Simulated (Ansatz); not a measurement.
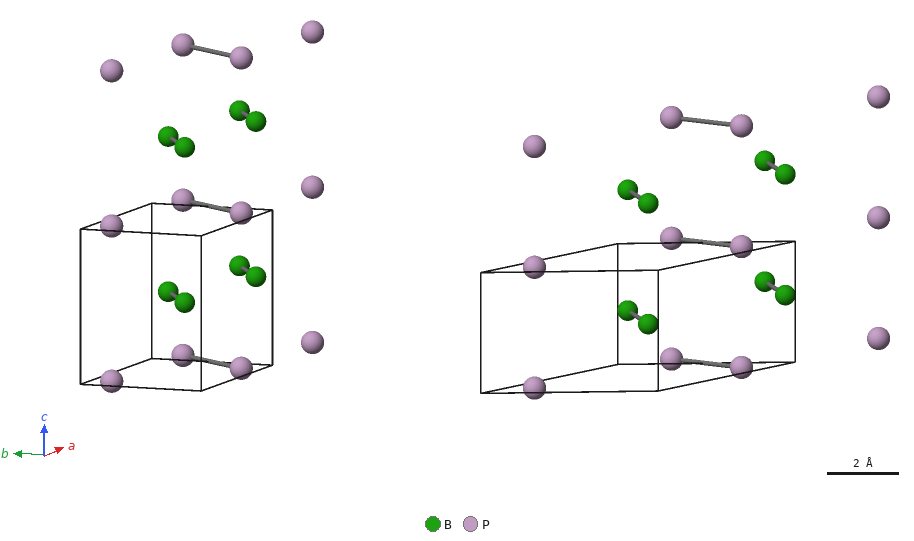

Two geometries of crystalline BP (built on the random type) (coarse preliminary run), drawn at one scale. One is the start of a relaxation, the other its converged end. A ball-and-stick model of the cell of the calculation, repeated 2 × 1 × 2 with one cell outlined, seen from a free direction.

All numbers below come from DFT PBE, scalar-relativistic, plane waves, PAW in Ansatz 0.2.0. Settings: plane-wave cutoff 420 eV; k-point mesh 6 × 6 × 4; occupations gaussian; smearing width 0.1 eV; no spin polarisation; cell and atoms relaxed; force threshold 0.04 eV/Å; at most 70 steps.

Which of the two is the end point?

The right one is the relaxed one. Case: random cell with space group Cmmm (No. 65). The energy falls by 6.532 eV per cell of the calculation in 22 accepted moves (26 points after the start). The largest force component goes from 15 to 0.0029 eV/Å. Pressure: 22.51 GPa at the start and 0.00 GPa at the end. The line search rejected the trial step at point 19 of the run. At 3 points the geometry stayed and the basis and grid were re-selected for the new cell (energy shift of 0.148 eV per cell of the calculation at most each time). The largest moves relative to the cell, 0.28 Å, are those of B atoms. Largest moves by element: B 0.28 Å, P 0.08 Å. The drawn cell changes as follows: a = b 3.522 → 5.068 Å (+43.9 %), c 4.581 → 3.565 Å (−22.2 %), γ 113.0° → 143.5°; the volume changes by +4.1 %. Some distances before and after: P–P 1.908 → 3.287 Å, B–B 2.591 → 1.563 Å, B–B 1.296 → 1.611 Å. New bonds form: B–B (2.59 → 1.56 Å). Bonds break: P–P (1.91 → 3.29 Å). Among the angles between lasting bonds that change: P–P–P 124.2° → 92.2°. The space group stays Cmmm (No. 65).
